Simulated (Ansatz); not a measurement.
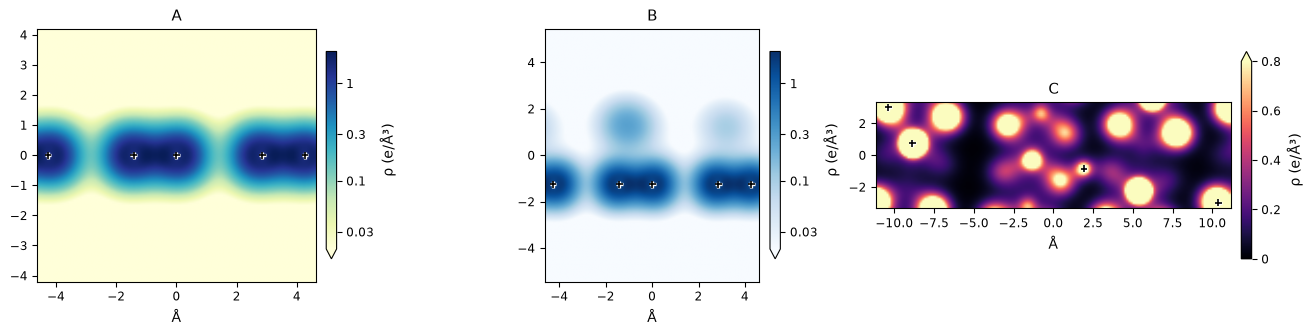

The valence electron density of 3 systems, each on a plane through atoms (crosses mark nuclei in the plane).

Level of theory: DFT PBE+D3(BJ), scalar-relativistic, plane waves, PAW in Ansatz 0.2.0.

System 1: Te6Mo3H (distorted or defective cell), the (111) plane of the calculation cell. Not relaxed (largest force 0.5 eV/Å); computed without spin polarisation; PAW files of the earlier set (soft_1).

System 2: C (slab), the (110) plane of the calculation cell, a cut from vacuum to vacuum. PAW files of the earlier set (soft_1).

```yaml
crystal:
  lattice:
    - [4.93130, 0.00000, 0.00000]
    - [-2.46565, 4.27064, 0.00000]
    - [0.00000, 0.00000, 17.40003]
  atoms:
    - { symbol: C, position: [0.33333, 0.16667, 0.22989] }
    - { symbol: C, position: [0.33333, 0.66667, 0.22989] }
    - { symbol: C, position: [0.83333, 0.16667, 0.22989] }
    - { symbol: C, position: [0.83333, 0.66667, 0.22989] }
    - { symbol: C, position: [0.16667, 0.33333, 0.22989] }
    - { symbol: C, position: [0.16667, 0.83333, 0.22989] }
    - { symbol: C, position: [0.66667, 0.33333, 0.22989] }
    - { symbol: C, position: [0.66667, 0.83333, 0.22989] }
```

System 3: SiC8 (slab), the (110) plane of the calculation cell, a cut from vacuum to vacuum. Not relaxed (largest force 0.6 eV/Å); PAW files of the earlier set (soft_1); the program warned that a starting moment wasn't kept; spin-polarised.

Q: Match each panel to its system.

A: Panel A is system 2, C: the plane holds C. C–C (1.42 Å): ρ at the midpoint is about 2 e/Å³. Panel B is system 3, SiC8: the plane holds C. C–C (1.42 Å): the density is about 2 e/Å³ at the midpoint. Panel C is system 1, Te6Mo3H: the plane holds Te, Mo and H. Te–Mo (2.72 Å): ρ is about 0.45 e/Å³ halfway.
